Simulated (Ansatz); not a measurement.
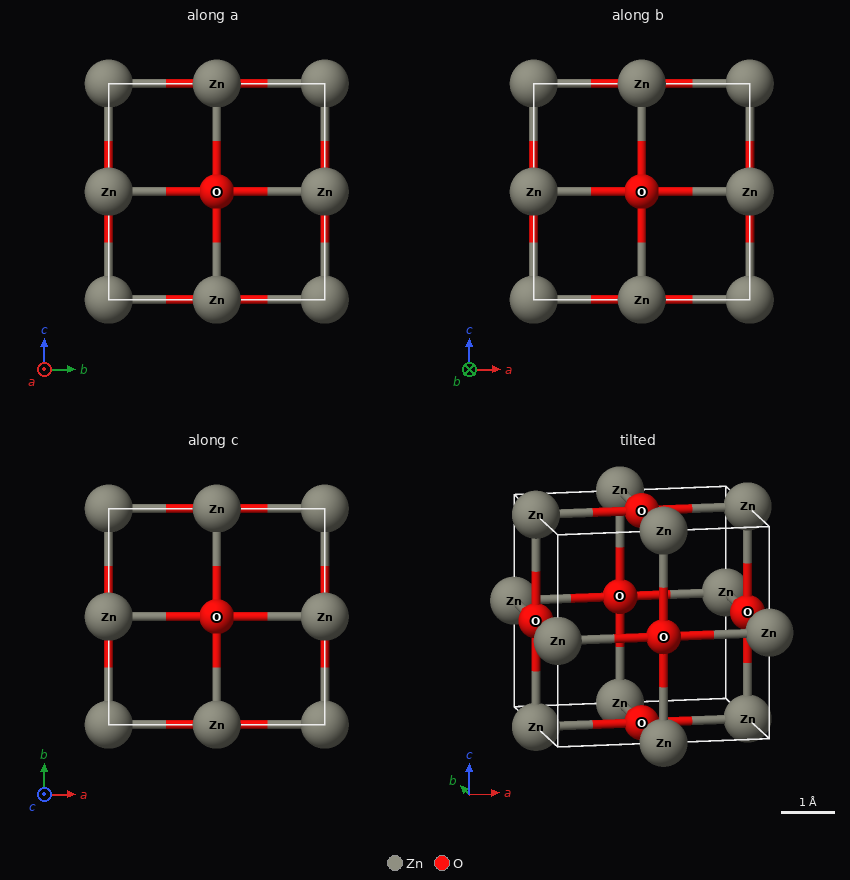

Ball-and-stick drawing of the structure, looking along the a axis, along the b axis, along the c axis and slightly off an axis. The edges of the conventional unit cell are marked.

Lattice parameters: a = 4.1005 Å, b = 4.1005 Å, c = 4.1005 Å, α = 90.000°, β = 90.000°, γ = 90.000°.

### Write down what is shown as a CIF in P1 with every atom of the cell.

```cif
data_structure
_symmetry_space_group_name_H-M 'P 1'
_symmetry_Int_Tables_number 1
_cell_length_a 4.1005
_cell_length_b 4.1005
_cell_length_c 4.1005
_cell_angle_alpha 90.000
_cell_angle_beta 90.000
_cell_angle_gamma 90.000
_cell_volume 68.94
loop_
_atom_site_label
_atom_site_type_symbol
_atom_site_fract_x
_atom_site_fract_y
_atom_site_fract_z
_atom_site_occupancy
Zn1 Zn 0.5000 0.0000 0.0000 1
Zn2 Zn 0.0000 0.5000 0.0000 1
Zn3 Zn 0.0000 0.0000 0.5000 1
O1 O 0.0000 0.5000 0.5000 1
O2 O 0.5000 0.0000 0.5000 1
O3 O 0.5000 0.5000 0.0000 1
```

The model was built from a random cell made by a generator, so it need not be a real form of the compound. Earlier steps of the study may have refined or changed the cell and positions. It went into a calculation with Ansatz.
